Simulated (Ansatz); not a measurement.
# Rhodium, fcc under RPBE: from relaxation to bulk modulus, part 2 of 2

What does RPBE give for rhodium in the fcc structure? We relax it, solve it on a dense k-mesh, switch on spin-orbit coupling, then scale the cell to 7 volumes from 88 to 112 % of the relaxed one and try a fit of the equation of state. The k-meshes are 14×14×14 for the relaxation; 23×23×23 for the dense run; 14×14×14 for spin-orbit coupling; 23×23×23 for the volumes. It starts from a deposited cell (COD).

Ansatz 0.2.0; DFT, RPBE, plane waves (420 eV) with PAW, scalar-relativistic. The steps go on from the part before.

### 6 Equation of state: 92 %

input.yaml reads:

```yaml
crystal:
  lattice:
    - [0.0, 1.8750926519, 1.8750926519]
    - [1.8750926519, 0.0, 1.8750926519]
    - [1.8750926519, 1.8750926519, 0.0]
  atoms:
    - { symbol: Rh, position: [0.0, 0.0, 0.0] }
hamiltonian:
  xc: rpbe
  pseudopotentials:
    kind: paw
    azcp:
      Rh: "pseudopotentials/Rh.paw.azcp"
basis:
  ecutwfc: 420
  fft_grid_basis: typed
kpoints:
  mp_grid: { grid: [23, 23, 23], shift: [0, 0, 0] }
magnetization:
  spin_polarized: false
scf:
  occupations: { method: fermi_dirac, width: 0.1 }
output:
  stress: true
```

Standard output, shortened:

```text
[...]
Pseudopotentials: kind: paw
Pseudopotential: Rh, paw, valence charge 17, recommended cutoff 420 eV (normal), <dir>
Functional definition: RPBE
[...]
Crystal: 1 atoms, lattice volume = 13.186 Å³
Basis set: ecut = 420 eV, 259 PW (Γ)
Bands: 13, of which v1, the nominal top of the filled ones, is band 9 counted from 1 (8 counted from 0)
Symmetry: 48 space group operations
Space group: Fm-3m (ITA 225), of the structure as read, at distance tolerance 2.4e-5 Å
k-points: 364 of 12167
[...]
SCF iter   1: F=—  HF=-6410.316439 eV  |F-HF|=—  |Δ(HF+E_count)|=         —  Δρ=5.74e-3  dr2=2.99e-3  ethr=1.77e-3  ⟨swp⟩=4.9  Hψ=26241  notcnv=0
[...]
SCF iter   6: F=-6410.316017 eV  HF=-6410.316017 eV  |F-HF|=2.82e-11  |Δ(HF+E_count)|=   2.90e-9  Δρ=1.36e-6  dr2=8.29e-11  ethr=9.58e-12  ⟨swp⟩=1.1  Hψ=14498  notcnv=0
[...]
SCF converged after 6 iterations
Free energy (F): -6410.316017 eV
[...]
E sigma→0 (E₀):  -6410.295410 eV
Entropy (-TS):   -0.041216 eV (-41.216 meV/atom)
Fermi energy:    23.698036 eV
[...]
--- Stress (GPa, compression-positive) ---
       24.412884       0.000000       0.000000
        0.000000      24.412884       0.000000
        0.000000      -0.000000      24.412884
  P = ⅓ Tr σ = 24.4129 GPa (244.129 kbar)
```

It took 5.4 s on 1 thread of an x86-64 CPU, shared host; peak memory 0.54 GiB.

### 7 Equation of state: 96 %

input.yaml: that of step 6 with these lines changed.

```diff
@@ -2,5 +2,5 @@
   lattice:
-    - [0.0, 1.8750926519, 1.8750926519]
-    - [1.8750926519, 0.0, 1.8750926519]
-    - [1.8750926519, 1.8750926519, 0.0]
+    - [0.0, 1.9018833093, 1.9018833093]
+    - [1.9018833093, 0.0, 1.9018833093]
+    - [1.9018833093, 1.9018833093, 0.0]
   atoms:
```

Standard output, shortened:

```text
[...]
[... 3 set-up lines as earlier in the session ...]
[...]
Crystal: 1 atoms, lattice volume = 13.759 Å³
Basis set: ecut = 420 eV, 283 PW (Γ)
Bands: 13, of which v1, the nominal top of the filled ones, is band 9 counted from 1 (8 counted from 0)
[... 2 set-up lines as earlier in the session ...]
k-points: 364 of 12167
[...]
SCF iter   1: F=—  HF=-6410.378437 eV  |F-HF|=—  |Δ(HF+E_count)|=         —  Δρ=5.57e-3  dr2=3.04e-3  ethr=1.77e-3  ⟨swp⟩=4.9  Hψ=26192  notcnv=0
[...]
SCF iter   6: F=-6410.377805 eV  HF=-6410.377805 eV  |F-HF|=4.00e-11  |Δ(HF+E_count)|=   2.06e-9  Δρ=1.30e-6  dr2=6.70e-11  ethr=1.08e-11  ⟨swp⟩=1.9  Hψ=14127  notcnv=0
[...]
SCF converged after 6 iterations
Free energy (F): -6410.377805 eV
[...]
E sigma→0 (E₀):  -6410.355520 eV
Entropy (-TS):   -0.044571 eV (-44.571 meV/atom)
Fermi energy:    22.450255 eV
[...]
--- Stress (GPa, compression-positive) ---
       10.688182       0.000000       0.000000
        0.000000      10.688182       0.000000
        0.000000       0.000000      10.688182
  P = ⅓ Tr σ = 10.6882 GPa (106.882 kbar)
```

Wall time 4.6 s (1 thread of an x86-64 CPU, shared host); peak memory 0.54 GiB.

### 8 Equation of state: 100 %

input.yaml: that of step 7 with these lines changed.

```diff
@@ -2,5 +2,5 @@
   lattice:
-    - [0.0, 1.9018833093, 1.9018833093]
-    - [1.9018833093, 0.0, 1.9018833093]
-    - [1.9018833093, 1.9018833093, 0.0]
+    - [0.0, 1.9279397432, 1.9279397432]
+    - [1.9279397432, 0.0, 1.9279397432]
+    - [1.9279397432, 1.9279397432, 0.0]
   atoms:
```

Standard output, shortened:

```text
[...]
[... 3 set-up lines as earlier in the session ...]
[...]
Crystal: 1 atoms, lattice volume = 14.332 Å³
Basis set: ecut = 420 eV, 283 PW (Γ)
Bands: 13, of which v1, the nominal top of the filled ones, is band 9 counted from 1 (8 counted from 0)
[... 2 set-up lines as earlier in the session ...]
k-points: 364 of 12167
[...]
SCF iter   1: F=—  HF=-6410.396891 eV  |F-HF|=—  |Δ(HF+E_count)|=         —  Δρ=5.38e-3  dr2=2.99e-3  ethr=1.77e-3  ⟨swp⟩=4.9  Hψ=26110  notcnv=0
[...]
SCF iter   6: F=-6410.396112 eV  HF=-6410.396112 eV  |F-HF|=4.00e-11  |Δ(HF+E_count)|=  8.99e-10  Δρ=1.14e-6  dr2=5.71e-11  ethr=1.34e-11  ⟨swp⟩=1.9  Hψ=14499  notcnv=0
[...]
SCF converged after 6 iterations
Free energy (F): -6410.396112 eV
[...]
E sigma→0 (E₀):  -6410.372075 eV
Entropy (-TS):   -0.048074 eV (-48.074 meV/atom)
Fermi energy:    21.303056 eV
[...]
--- Stress (GPa, compression-positive) ---
       -0.010090      -0.000000       0.000000
       -0.000000      -0.010090       0.000000
       -0.000000       0.000000      -0.010090
  P = ⅓ Tr σ = -0.0101 GPa (-0.101 kbar)
```

It took 6.6 s on 1 thread of an x86-64 CPU, shared host; peak memory 0.56 GiB.

### 9 Equation of state: 104 %

input.yaml: that of step 8 with these lines changed.

```diff
@@ -2,5 +2,5 @@
   lattice:
-    - [0.0, 1.9279397432, 1.9279397432]
-    - [1.9279397432, 0.0, 1.9279397432]
-    - [1.9279397432, 1.9279397432, 0.0]
+    - [0.0, 1.9533102808, 1.9533102808]
+    - [1.9533102808, 0.0, 1.9533102808]
+    - [1.9533102808, 1.9533102808, 0.0]
   atoms:
```

Standard output, shortened:

```text
[...]
[... 3 set-up lines as earlier in the session ...]
[...]
Crystal: 1 atoms, lattice volume = 14.905 Å³
Basis set: ecut = 420 eV, 283 PW (Γ)
Bands: 13, of which v1, the nominal top of the filled ones, is band 9 counted from 1 (8 counted from 0)
[... 1 set-up line as earlier in the session ...]
Space group: Fm-3m (ITA 225), of the structure as read, at distance tolerance 2.5e-5 Å
k-points: 364 of 12167
[...]
SCF iter   1: F=—  HF=-6410.381520 eV  |F-HF|=—  |Δ(HF+E_count)|=         —  Δρ=5.26e-3  dr2=2.93e-3  ethr=1.77e-3  ⟨swp⟩=4.9  Hψ=25946  notcnv=0
[...]
SCF iter   6: F=-6410.380565 eV  HF=-6410.380565 eV  |F-HF|=5.18e-11  |Δ(HF+E_count)|=  1.73e-10  Δρ=8.29e-7  dr2=8.37e-11  ethr=2.33e-11  ⟨swp⟩=2.0  Hψ=14700  notcnv=0
[...]
SCF converged after 6 iterations
Free energy (F): -6410.380565 eV
[...]
E sigma→0 (E₀):  -6410.354708 eV
Entropy (-TS):   -0.051714 eV (-51.714 meV/atom)
Fermi energy:    20.245099 eV
[...]
--- Stress (GPa, compression-positive) ---
       -8.327349      -0.000000      -0.000000
       -0.000000      -8.327349       0.000000
       -0.000000       0.000000      -8.327349
  P = ⅓ Tr σ = -8.3273 GPa (-83.273 kbar)
```

Wall time 5.5 s (1 thread of an x86-64 CPU, shared host); peak memory 0.55 GiB.

### 10 Equation of state: 108 %

input.yaml: that of step 9 with these lines changed.

```diff
@@ -2,5 +2,5 @@
   lattice:
-    - [0.0, 1.9533102808, 1.9533102808]
-    - [1.9533102808, 0.0, 1.9533102808]
-    - [1.9533102808, 1.9533102808, 0.0]
+    - [0.0, 1.9780383525, 1.9780383525]
+    - [1.9780383525, 0.0, 1.9780383525]
+    - [1.9780383525, 1.9780383525, 0.0]
   atoms:
```

Standard output, shortened:

```text
[...]
[... 3 set-up lines as earlier in the session ...]
[...]
Crystal: 1 atoms, lattice volume = 15.479 Å³
Basis set: ecut = 420 eV, 307 PW (Γ)
Bands: 13, of which v1, the nominal top of the filled ones, is band 9 counted from 1 (8 counted from 0)
[... 2 set-up lines as earlier in the session ...]
k-points: 364 of 12167
[...]
SCF iter   1: F=—  HF=-6410.339860 eV  |F-HF|=—  |Δ(HF+E_count)|=         —  Δρ=5.23e-3  dr2=2.89e-3  ethr=1.77e-3  ⟨swp⟩=4.9  Hψ=25964  notcnv=0
[...]
SCF iter   6: F=-6410.338755 eV  HF=-6410.338755 eV  |F-HF|=3.82e-11  |Δ(HF+E_count)|=  5.49e-10  Δρ=7.11e-7  dr2=5.91e-11  ethr=3.04e-11  ⟨swp⟩=2.0  Hψ=14477  notcnv=0
[...]
SCF converged after 6 iterations
Free energy (F): -6410.338755 eV
[...]
E sigma→0 (E₀):  -6410.311016 eV
Entropy (-TS):   -0.055477 eV (-55.477 meV/atom)
Fermi energy:    19.266725 eV
[...]
--- Stress (GPa, compression-positive) ---
      -14.765025       0.000000      -0.000000
        0.000000     -14.765025       0.000000
       -0.000000      -0.000000     -14.765025
  P = ⅓ Tr σ = -14.7650 GPa (-147.650 kbar)
```

Run time: 4.8 s. Hardware: 1 thread of an x86-64 CPU, shared host; peak memory 0.55 GiB.

### 11 Equation of state: 112 %

input.yaml: that of step 10 with these lines changed.

```diff
@@ -2,5 +2,5 @@
   lattice:
-    - [0.0, 1.9780383525, 1.9780383525]
-    - [1.9780383525, 0.0, 1.9780383525]
-    - [1.9780383525, 1.9780383525, 0.0]
+    - [0.0, 2.0021631491, 2.0021631491]
+    - [2.0021631491, 0.0, 2.0021631491]
+    - [2.0021631491, 2.0021631491, 0.0]
   atoms:
```

Standard output, shortened:

```text
[...]
[... 3 set-up lines as earlier in the session ...]
[...]
Crystal: 1 atoms, lattice volume = 16.052 Å³
Basis set: ecut = 420 eV, 331 PW (Γ)
Bands: 13, of which v1, the nominal top of the filled ones, is band 9 counted from 1 (8 counted from 0)
[... 2 set-up lines as earlier in the session ...]
k-points: 364 of 12167
[...]
SCF iter   1: F=—  HF=-6410.277910 eV  |F-HF|=—  |Δ(HF+E_count)|=         —  Δρ=5.35e-3  dr2=2.95e-3  ethr=1.77e-3  ⟨swp⟩=4.9  Hψ=25851  notcnv=0
[...]
SCF iter   6: F=-6410.276677 eV  HF=-6410.276677 eV  |F-HF|=2.27e-11  |Δ(HF+E_count)|=  8.68e-10  Δρ=5.87e-7  dr2=3.86e-11  ethr=3.33e-11  ⟨swp⟩=2.0  Hψ=14521  notcnv=0
[...]
SCF converged after 6 iterations
Free energy (F): -6410.276677 eV
[...]
E sigma→0 (E₀):  -6410.247003 eV
Entropy (-TS):   -0.059349 eV (-59.349 meV/atom)
Fermi energy:    18.359576 eV
[...]
--- Stress (GPa, compression-positive) ---
      -19.711246       0.000000      -0.000000
        0.000000     -19.711246       0.000000
        0.000000      -0.000000     -19.711246
  P = ⅓ Tr σ = -19.7112 GPa (-197.112 kbar)
```

Wall time 4.5 s (1 thread of an x86-64 CPU, shared host); peak memory 0.55 GiB.

### 12 The equation of state

The cell was scaled evenly, with its shape and the fractional positions fixed.

```csv
V (Å³/atom),E − E₀ (meV/atom),P from the stress (GPa),P from the fit (GPa)
12.612,192.6,42.00,41.64
13.186,76.7,24.41,23.94
13.759,16.6,10.69,10.19
14.332,0.0,-0.01,-0.50
14.905,17.4,-8.33,-8.83
15.479,61.1,-14.77,-15.30
16.052,125.1,-19.71,-20.30
```

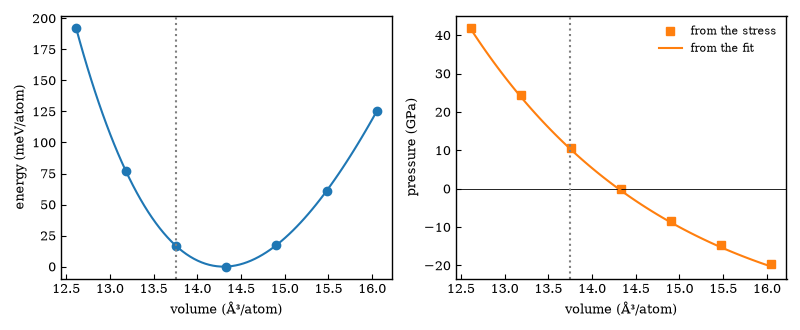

Energy and pressure against volume; the lines are the Birch-Murnaghan fit; the dotted line marks the deposited volume.

Fit (Birch-Murnaghan, third order): V₀ = 14.302 Å³/atom, B₀ = 238 GPa, B₀′ = 5.3, largest residual 0.05 meV/atom.

Fit and stress differ a little: one follows E(σ → 0), the other the smeared free energy.

### 13 Results

This closing draws on all 2 parts.

```
                      quantity                         value
space group (spins left aside)               Fm-3m (No. 225)
             conventional cell                   a = 3.856 Å
                        volume                14.332 Å³/atom
             shortest distance                       2.727 Å
   against the measured volume       +4.2 % (13.752 Å³/atom)
               gap on the mesh  none (levels filled in part)
                   V₀, B₀, B₀′  14.302 Å³/atom, 238 GPa, 5.3
```

The relaxed volume lies 4.2 % above the deposited cell. This functional tends to bind solids too weakly. Zero-point motion and any thermal expansion in the deposited cell, which the calculation lacks, would widen the miss. No gap shows: it is a metal or semimetal at this level. Totals with and without spin-orbit coupling (-1.8 eV/atom apart) can't be read as binding, since the two-component data shift the zero of energy. The fitted modulus is 238 GPa.
